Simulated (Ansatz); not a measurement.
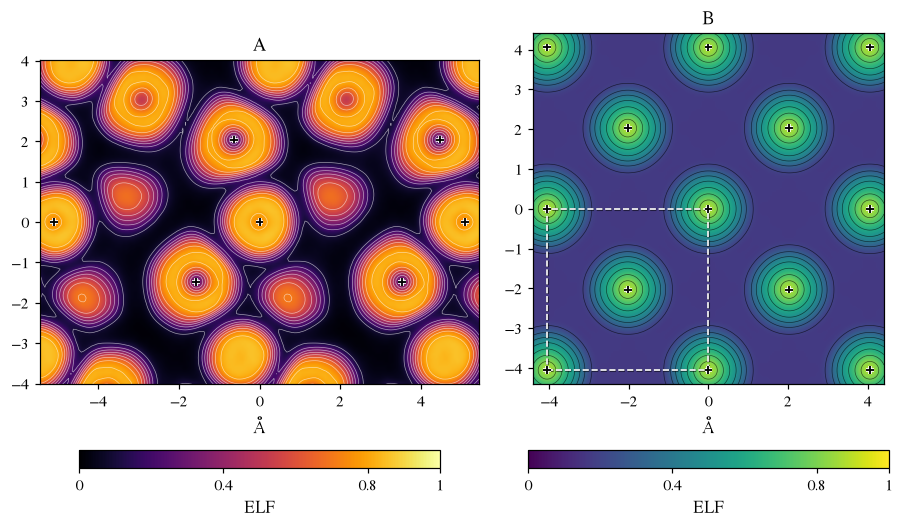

The ELF of 2 systems, each on a plane through atoms (crosses mark nuclei in the plane).

The calculation used Ansatz, DFT PBEsol, scalar-relativistic, plane waves, PAW.

System 1: HfO$_{2}$, the (011) plane of the conventional cell. Space group P2₁/c.

```cif
data_structure
_symmetry_space_group_name_H-M 'P 1'
_symmetry_Int_Tables_number 1
_cell_length_a 5.0959
_cell_length_b 5.1768
_cell_length_c 5.2712
_cell_angle_alpha 90.000
_cell_angle_beta 99.622
_cell_angle_gamma 90.000
_cell_volume 137.10
loop_
_atom_site_label
_atom_site_type_symbol
_atom_site_fract_x
_atom_site_fract_y
_atom_site_fract_z
_atom_site_occupancy
Hf1 Hf 0.27715 0.04298 0.20817 1
Hf2 Hf 0.72285 0.54298 0.29183 1
Hf3 Hf 0.72285 0.95702 0.79183 1
Hf4 Hf 0.27715 0.45702 0.70817 1
O1 O 0.44716 0.75817 0.47997 1
O2 O 0.55284 0.25817 0.02003 1
O3 O 0.55284 0.24183 0.52003 1
O4 O 0.44716 0.74183 0.97997 1
O5 O 0.07115 0.33720 0.34100 1
O6 O 0.92885 0.83720 0.15900 1
O7 O 0.92885 0.66280 0.65900 1
O8 O 0.07115 0.16280 0.84100 1
```

System 2: Ag, the (010) plane of the conventional cell. Space group Fm-3m; computed without spin polarisation.

```
Ag
1.0
     4.05470    0.00000    0.00000
     0.00000    4.05470    0.00000
     0.00000    0.00000    4.05470
Ag
4
Direct
  0.00000 0.00000 0.00000
  0.50000 0.50000 0.00000
  0.50000 0.00000 0.50000
  0.00000 0.50000 0.50000
```

Q: Match each panel to its system.

A: Panel A is system 1, HfO$_{2}$: the plane holds Hf and O. Hf–O (2.14 Å): the ELF peaks at about 0.85 in the valence shell of O, 0.6 Å from its nucleus, and drops to about 0.20 between the two atoms; no shared electron pair shows on this line. Panel B is system 2, Ag: the plane holds Ag. Ag–Ag (2.87 Å): the ELF is about 0.15 at the midpoint; no shared electron pair shows on this line.
